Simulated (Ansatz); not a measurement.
Run report: Ti2O, geometry relaxation (part 1 of 2)

System: Ti2O (P-3m1, 3 atoms in the cell).
Method: DFT PBEsol, scalar-relativistic, plane waves, PAW, no spin polarisation (Ansatz 0.2.0).

The structure derives from an entry of the Crystallography Open Database. It belongs to a series of runs on one base structure; here: biaxial strain in the a-b plane, c and atoms relaxed: -1.0 %. Figures and captions count atoms from 1; the log counts them from 0 in places.

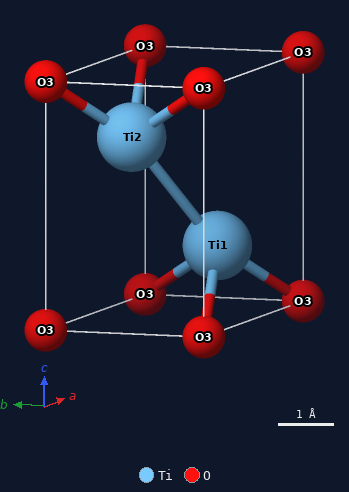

Fig. 1: The starting structure (ball-and-stick view of the cell of the calculation, seen at an oblique angle; atoms are numbered from 1 in the order of the input). An atom can appear more than once, as a periodic image.

### Input
```yaml
crystal:
  lattice:
    - [2.9234224583, 0.0, 0.0]
    - [-1.4617112291, 2.5317581149, 0.0]
    - [0.0, 0.0, 4.7520760619]
  atoms:
    - { symbol: Ti, position: [0.6666666667, 0.3333333333, 0.2626749712] }
    - { symbol: Ti, position: [0.3333333333, 0.6666666667, 0.7373250288] }
    - { symbol: O, position: [0.0, 0.0, 0.0] }
basis:
  ecutwfc: 420
kpoints:
  mp_grid: { grid: [24, 24, 12] }
hamiltonian:
  xc: pbesol
scf:
  occupations: { method: gaussian, width: 0.1 }
output:
  forces: true
  stress: true
  eigenvalues: true
  write_density: true
  write_potential: true
  elf: true
  volumetric_format: npy
relax:
  adjacent_minimum: "off"
  f_tol: 0.008
  max_steps: 40
  cell: { stress_tol: 0.015, fix: [a, b, gamma] }
```

Run on 1 thread of AMD EPYC (Zen 3), 192 GiB of memory available, shared host.

Run as:
```bash
ansatz run input.yaml --threads 1 --pin off --max-ram 2560MiB --backend cpu --events-out ev --progress --plain --runs-dir out
```

### Output
```
Engine: ansatz 0.2.0, x86_64-unknown-linux-gnu
Pseudopotentials: kind: paw
Pseudopotential: Ti, paw, valence charge 12, recommended cutoff 420 eV (normal), Ti.paw.azcp
Pseudopotential: O, paw, valence charge 6, recommended cutoff 420 eV (normal), O.paw.azcp
Functional definition: PBEsol
  exchange = pbesol_x
  correlation = pbesol_c
Crystal: 3 atoms, lattice volume = 35.172 Å³
Basis set: ecut = 420 eV, 687 PW (Γ), exchange–correlation on 40×40×64 points (8 copies of the dense FFT grid, shifted against one another)
Bands: 19, of which v1, the nominal top of the filled ones, is band 15 counted from 1 (14 counted from 0)
Symmetry: 12 space group operations
Space group: P-3m1 (ITA 164), of the structure as read, at distance tolerance 3.3e-5 Å
k-points: 667 of 6912
Non-local potential: Ti, projectors of the file, l = 0: 3, l = 1: 2, l = 2: 3, l = 3: 1
Non-local potential: O, projectors of the file, l = 0: 2, l = 1: 2, l = 2: 1
PAW form: soft (Blöchl's): semilocal exchange-correlation on the pseudo side does not see the compensation charge
PAW frozen core: Ti, regenerated for the run's functional, and the local potential with it (the file was generated under x = pbe(κ = 0.804, μ = 0.2195149727645171), c = pbe(β = 0.06672455060314922))
PAW frozen core: O, regenerated for the run's functional, and the local potential with it (the file was generated under x = pbe(κ = 0.804, μ = 0.2195149727645171), c = pbe(β = 0.06672455060314922))
PAW one-centre angular grid: Ti, 590 points (default); XC on 64 Gauss nodes
PAW one-centre angular grid: O, 110 points (default); XC on 64 Gauss nodes
Initial density: superposition of atomic densities (neutral atoms: chi_scale 0, normalization atom), corrected by the library's trained network
Initial wavefunctions: pseudopotential atomic-orbital guess
Functional: x = pbesol(κ = 0.804, μ = 0.12345679012345678), c = pbesol(β = 0.046)
SCF iter   1: F=—  HF=-5511.830480 eV  |F-HF|=—  |Δ(HF+E_count)|=         —  Δρ=1.40e-2  dr2=6.09e-2  ethr=1.77e-3  ⟨swp⟩=4.2  Hψ=47894  notcnv=0
preconditioner: auto → Kerker (q_TF=auto, 2.657 Å⁻¹)  [metal: Δε(μ)=0.006 eV  Ē_g=8.274 eV  σ=0.100 eV  W_gap=0.03  n_scr=10 (ndim 8)  ℏωp=23.4 eV  f_vac=0.000  D(μ)=1.05/eV (n_scr^D=2)]
SCF iter   2: F=—  HF=-5511.818065 eV  |F-HF|=—  |Δ(HF+E_count)|=   1.24e-2  Δρ=5.51e-3  dr2=1.27e-2  ethr=2.03e-4  ⟨swp⟩=2.0  Hψ=20581  notcnv=0
SCF iter   3: F=—  HF=-5511.815568 eV  |F-HF|=—  |Δ(HF+E_count)|=   2.50e-3  Δρ=1.49e-3  dr2=1.66e-3  ethr=4.24e-5  ⟨swp⟩=2.1  Hψ=15343  notcnv=0
SCF iter   4: F=—  HF=-5511.815126 eV  |F-HF|=—  |Δ(HF+E_count)|=   4.42e-4  Δρ=3.32e-4  dr2=8.66e-5  ethr=5.54e-6  ⟨swp⟩=2.0  Hψ=14792  notcnv=0
SCF iter   5: F=—  HF=-5511.815071 eV  |F-HF|=—  |Δ(HF+E_count)|=   5.49e-5  Δρ=7.71e-5  dr2=2.80e-6  ethr=2.89e-7  ⟨swp⟩=2.1  Hψ=16603  notcnv=0
SCF iter   6: F=—  HF=-5511.815070 eV  |F-HF|=—  |Δ(HF+E_count)|=   3.60e-7  Δρ=2.43e-5  dr2=2.23e-7  ethr=9.34e-9  ⟨swp⟩=2.4  Hψ=19720  notcnv=0
SCF iter   7: F=-5511.815070 eV  HF=-5511.815070 eV  |F-HF|=2.67e-8  |Δ(HF+E_count)|=   5.29e-8  Δρ=1.01e-5  dr2=3.13e-8  ethr=3.33e-10  ⟨swp⟩=8.1  Hψ=78016  notcnv=0
SCF 1 converged in 7 iterations: F = -5511.815070 eV  dr2 = 3.13e-8
  greatest PAW one-centre occupation: 0.999 electrons in one spin orbital (limit 2), on the Ti atom at site 1 (counted from 0), in its partial waves of l = 0
relax step   1: F+E_penalty+E_count = -5511.81507037 eV  Δ(F+E_penalty+E_count) = +0.000e0 eV  max|allowed force component| = 1.548e-1 eV/Å  Δτ_max = 0.0000 Å  P = +2.966 GPa  Ω = 35.172 Å³  fix = [a, b, gamma]  reactions: a +4.397, b +4.397 GPa  (7 SCF iters, dr2 threshold 1.00e-7 eV, accepted)
Crystal: 3 atoms, lattice volume = 35.029 Å³
Initial density: handed on by an earlier stage of this run
Initial wavefunctions: those handed on with the density
iter 1 solved again at ethr=1.95e-5 eV; its pass at ethr=3.10e-3 eV (dr2=5.86e-3 eV) is discarded
SCF iter   1: F=—  HF=-5511.817296 eV  |F-HF|=—  |Δ(HF+E_count)|=         —  Δρ=2.33e-3  dr2=5.53e-3  ethr=1.95e-5  ⟨swp⟩=1.0  Hψ=71067  notcnv=0
preconditioner: auto → Kerker (q_TF=auto, 2.659 Å⁻¹)  [metal: Δε(μ)=0.003 eV  Ē_g=8.287 eV  σ=0.100 eV  W_gap=0.02  n_scr=10 (ndim 8)  ℏωp=23.5 eV  f_vac=0.000  D(μ)=1.02/eV (n_scr^D=2)]
SCF iter   2: F=—  HF=-5511.816565 eV  |F-HF|=—  |Δ(HF+E_count)|=   7.31e-4  Δρ=1.36e-3  dr2=2.48e-3  ethr=1.84e-5  ⟨swp⟩=1.0  Hψ=12673  notcnv=0
SCF iter   3: F=—  HF=-5511.815883 eV  |F-HF|=—  |Δ(HF+E_count)|=   6.82e-4  Δρ=3.90e-4  dr2=1.72e-4  ethr=8.26e-6  ⟨swp⟩=2.0  Hψ=14765  notcnv=0
SCF iter   4: F=—  HF=-5511.815807 eV  |F-HF|=—  |Δ(HF+E_count)|=   7.57e-5  Δρ=1.56e-4  dr2=6.73e-6  ethr=5.72e-7  ⟨swp⟩=2.0  Hψ=16068  notcnv=0
iter 5 did not close the SCF: its close was put off for the readings that it lacked (scf_convergence_deferred on its scf_iter line)
SCF iter   5: F=-5511.815807 eV  HF=-5511.815807 eV  |F-HF|=9.46e-8  |Δ(HF+E_count)|=   7.15e-7  Δρ=2.90e-5  dr2=2.03e-7  ethr=2.24e-8  ⟨swp⟩=2.1  Hψ=16439  notcnv=0
SCF iter   6: F=-5511.815807 eV  HF=-5511.815807 eV  |F-HF|=1.31e-8  |Δ(HF+E_count)|=   2.75e-8  Δρ=7.83e-6  dr2=1.93e-8  ethr=6.76e-10  ⟨swp⟩=5.3  Hψ=75576  notcnv=0
SCF 2 converged in 6 iterations: F = -5511.815807 eV  dr2 = 1.93e-8
relax step   2: F+E_penalty+E_count = -5511.81580657 eV  Δ(F+E_penalty+E_count) = -7.362e-4 eV  max|allowed force component| = 1.632e-2 eV/Å  Δτ_max = 0.0097 Å  P = +3.594 GPa  Ω = 35.029 Å³  energy of the carried Pulay correction = +3.228e-4 eV  fix = [a, b, gamma]  reactions: a +4.371, b +4.371 GPa  (6 SCF iters, dr2 threshold 3.00e-7 eV, accepted)
Crystal: 3 atoms, lattice volume = 35.233 Å³
Basis set: ecut = 420 eV, 699 PW (Γ), exchange–correlation on 40×40×64 points (8 copies of the dense FFT grid, shifted against one another)
iter 1 solved again at ethr=8.72e-7 eV; its pass at ethr=3.10e-3 eV (dr2=2.62e-4 eV) is discarded
SCF iter   1: F=—  HF=-5511.816574 eV  |F-HF|=—  |Δ(HF+E_count)|=         —  Δρ=7.79e-4  dr2=2.64e-4  ethr=8.72e-7  ⟨swp⟩=2.0  Hψ=80383  notcnv=0
preconditioner: auto → Kerker (q_TF=auto, 2.656 Å⁻¹)  [metal: Δε(μ)=0.006 eV  Ē_g=8.279 eV  σ=0.100 eV  W_gap=0.03  n_scr=10 (ndim 8)  ℏωp=23.4 eV  f_vac=0.000  D(μ)=1.04/eV (n_scr^D=2)]
SCF iter   2: F=—  HF=-5511.816491 eV  |F-HF|=—  |Δ(HF+E_count)|=   8.29e-5  Δρ=4.29e-4  dr2=9.15e-5  ethr=8.72e-7  ⟨swp⟩=1.0  Hψ=12673  notcnv=0
SCF iter   3: F=—  HF=-5511.816465 eV  |F-HF|=—  |Δ(HF+E_count)|=   2.61e-5  Δρ=9.89e-5  dr2=7.12e-6  ethr=3.05e-7  ⟨swp⟩=2.0  Hψ=14627  notcnv=0
SCF iter   4: F=—  HF=-5511.816463 eV  |F-HF|=—  |Δ(HF+E_count)|=   1.74e-6  Δρ=3.42e-5  dr2=5.10e-7  ethr=2.37e-8  ⟨swp⟩=2.0  Hψ=16389  notcnv=0
iter 5 did not close the SCF: its close was put off for the readings that it lacked (scf_convergence_deferred on its scf_iter line)
SCF iter   5: F=-5511.816463 eV  HF=-5511.816463 eV  |F-HF|=2.30e-8  |Δ(HF+E_count)|=   1.08e-7  Δρ=8.98e-6  dr2=3.83e-8  ethr=1.70e-9  ⟨swp⟩=2.0  Hψ=16449  notcnv=0
SCF iter   6: F=-5511.816463 eV  HF=-5511.816463 eV  |F-HF|=1.26e-9  |Δ(HF+E_count)|=   9.14e-9  Δρ=1.95e-6  dr2=2.10e-9  ethr=1.28e-10  ⟨swp⟩=5.2  Hψ=63567  notcnv=0
SCF 3 converged in 6 iterations: F = -5511.816463 eV  dr2 = 2.10e-9
relax step   3: F+E_penalty+E_count = -5511.81646284 eV  Δ(F+E_penalty+E_count) = -6.563e-4 eV  max|allowed force component| = 9.851e-3 eV/Å  Δτ_max = 0.0010 Å  P = +2.307 GPa  Ω = 35.233 Å³  energy of the carried Pulay correction = -1.376e-4 eV  fix = [a, b, gamma]  reactions: a +3.577, b +3.577 GPa  (6 SCF iters, dr2 threshold 3.00e-7 eV, accepted)
Crystal: 3 atoms, lattice volume = 35.210 Å³
iter 1 solved again at ethr=3.86e-8 eV; its pass at ethr=3.10e-3 eV (dr2=1.16e-5 eV) is discarded
SCF iter   1: F=—  HF=-5511.816579 eV  |F-HF|=—  |Δ(HF+E_count)|=         —  Δρ=1.49e-4  dr2=1.18e-5  ethr=3.86e-8  ⟨swp⟩=2.0  Hψ=79416  notcnv=0
preconditioner: auto → Kerker (q_TF=auto, 2.656 Å⁻¹)  [metal: Δε(μ)=0.001 eV  Ē_g=8.281 eV  σ=0.100 eV  W_gap=0.01  n_scr=10 (ndim 8)  ℏωp=23.4 eV  f_vac=0.000  D(μ)=1.04/eV (n_scr^D=2)]
SCF iter   2: F=—  HF=-5511.816541 eV  |F-HF|=—  |Δ(HF+E_count)|=   3.81e-5  Δρ=8.32e-5  dr2=5.10e-6  ethr=3.86e-8  ⟨swp⟩=1.0  Hψ=12673  notcnv=0
SCF iter   3: F=—  HF=-5511.816539 eV  |F-HF|=—  |Δ(HF+E_count)|=   1.50e-6  Δρ=2.28e-5  dr2=5.87e-7  ethr=1.70e-8  ⟨swp⟩=2.0  Hψ=14926  notcnv=0
iter 4 did not close the SCF: its close was put off for the readings that it lacked (scf_convergence_deferred on its scf_iter line)
SCF iter   4: F=-5511.816539 eV  HF=-5511.816539 eV  |F-HF|=1.80e-8  |Δ(HF+E_count)|=   1.64e-7  Δρ=9.86e-6  dr2=3.30e-8  ethr=1.96e-9  ⟨swp⟩=2.0  Hψ=16127  notcnv=0
iter 5 did not close the SCF: its close was put off for the readings that it lacked (scf_convergence_deferred on its scf_iter line)
SCF iter   5: F=-5511.816539 eV  HF=-5511.816539 eV  |F-HF|=2.64e-10  |Δ(HF+E_count)|=   7.31e-9  Δρ=2.15e-6  dr2=1.04e-9  ethr=1.10e-10  ⟨swp⟩=2.0  Hψ=17334  notcnv=0
SCF iter   6: F=-5511.816539 eV  HF=-5511.816539 eV  |F-HF|=2.73e-12  |Δ(HF+E_count)|=  8.19e-12  Δρ=4.06e-7  dr2=3.38e-11  ethr=3.46e-12  ⟨swp⟩=3.8  Hψ=59650  notcnv=0
SCF 4 converged in 6 iterations: F = -5511.816539 eV  dr2 = 3.38e-11
relax step   4: F+E_penalty+E_count = -5511.81653883 eV  Δ(F+E_penalty+E_count) = -7.600e-5 eV  max|allowed force component| = 8.143e-5 eV/Å  Δτ_max = 0.0008 Å  P = +2.466 GPa  Ω = 35.210 Å³  energy of the carried Pulay correction = -8.585e-5 eV  fix = [a, b, gamma]  reactions: a +3.700, b +3.700 GPa  (6 SCF iters, dr2 threshold 1.37e-7 eV, accepted)
Initial wavefunctions: pseudopotential atomic-orbital guess (no wavefunctions were taken with the density)
iter 1 solved again at ethr=1.15e-8 eV; its pass at ethr=3.10e-3 eV (dr2=3.45e-6 eV) is discarded
SCF iter   1: F=—  HF=-5511.816664 eV  |F-HF|=—  |Δ(HF+E_count)|=         —  Δρ=6.94e-5  dr2=3.83e-8  ethr=1.15e-8  ⟨swp⟩=2.9  Hψ=82450  notcnv=0
preconditioner: auto → Kerker (q_TF=auto, 2.656 Å⁻¹)  [metal: Δε(μ)=0.001 eV  Ē_g=8.280 eV  σ=0.100 eV  W_gap=0.00  n_scr=10 (ndim 8)  ℏωp=23.4 eV  f_vac=0.000  D(μ)=1.04/eV (n_scr^D=2)]
SCF iter   2: F=—  HF=-5511.816628 eV  |F-HF|=—  |Δ(HF+E_count)|=   3.54e-5  Δρ=3.53e-5  dr2=9.86e-9  ethr=1.28e-10  ⟨swp⟩=2.5  Hψ=20427  notcnv=0
SCF iter   3: F=—  HF=-5511.816628 eV  |F-HF|=—  |Δ(HF+E_count)|=   1.40e-7  Δρ=1.93e-6  dr2=2.06e-10  ethr=3.29e-11  ⟨swp⟩=1.0  Hψ=12673  notcnv=0
SCF iter   4: F=—  HF=-5511.816628 eV  |F-HF|=—  |Δ(HF+E_count)|=  2.72e-10  Δρ=2.10e-7  dr2=3.43e-12  ethr=1.00e-12  ⟨swp⟩=2.0  Hψ=15401  notcnv=0
iter 5 did not close the SCF: its close was put off for the readings that it lacked (scf_convergence_deferred on its scf_iter line)
SCF iter   5: F=-5511.816628 eV  HF=-5511.816628 eV  |F-HF|=0.00e0  |Δ(HF+E_count)|=  1.82e-12  Δρ=7.76e-8  dr2=5.07e-13  ethr=1.00e-12  ⟨swp⟩=1.0  Hψ=12673  notcnv=0
iter 6 did not close the SCF: its close was put off for the readings that it lacked (scf_convergence_deferred on its scf_iter line)
SCF iter   6: F=-5511.816628 eV  HF=-5511.816628 eV  |F-HF|=9.09e-13  |Δ(HF+E_count)|=  9.09e-13  Δρ=1.02e-8  dr2=1.55e-14  ethr=1.00e-12  ⟨swp⟩=1.0  Hψ=12673  notcnv=0
iter 7 did not close the SCF: its close was put off for the readings that it lacked (scf_convergence_deferred on its scf_iter line)
SCF iter   7: F=-5511.816628 eV  HF=-5511.816628 eV  |F-HF|=0.00e0  |Δ(HF+E_count)|=  9.09e-13  Δρ=2.35e-9  dr2=1.57e-15  ethr=1.00e-12  ⟨swp⟩=1.0  Hψ=12673  notcnv=0
iter 8 did not close the SCF: its close was put off for the readings that it lacked (scf_convergence_deferred on its scf_iter line)
SCF iter   8: F=-5511.816628 eV  HF=-5511.816628 eV  |F-HF|=2.73e-12  |Δ(HF+E_count)|=  2.73e-12  Δρ=6.85e-10  dr2=1.64e-16  ethr=1.00e-12  ⟨swp⟩=1.0  Hψ=12673  notcnv=0
SCF iter   9: F=-5511.816628 eV  HF=-5511.816628 eV  |F-HF|=1.82e-12  |Δ(HF+E_count)|=  2.73e-12  Δρ=1.67e-10  dr2=1.43e-17  ethr=1.00e-12  ⟨swp⟩=1.0  Hψ=28015  notcnv=0
SCF 5 converged in 9 iterations: F = -5511.816628 eV  dr2 = 1.43e-17
relax step   5: F+E_penalty+E_count = -5511.81662830 eV  Δ(F+E_penalty+E_count) = -8.947e-5 eV  max|allowed force component| = 1.036e-4 eV/Å  Δτ_max = 0.0000 Å  P = +2.471 GPa  Ω = 35.210 Å³  fix = [a, b, gamma]  reactions: a +3.701, b +3.701 GPa  stress off target by 1.29e-2 GPa on what of the cell is left free  SCF on the basis re-selected at this cell (its energy is not comparable with the rows above)  (9 SCF iters)
```
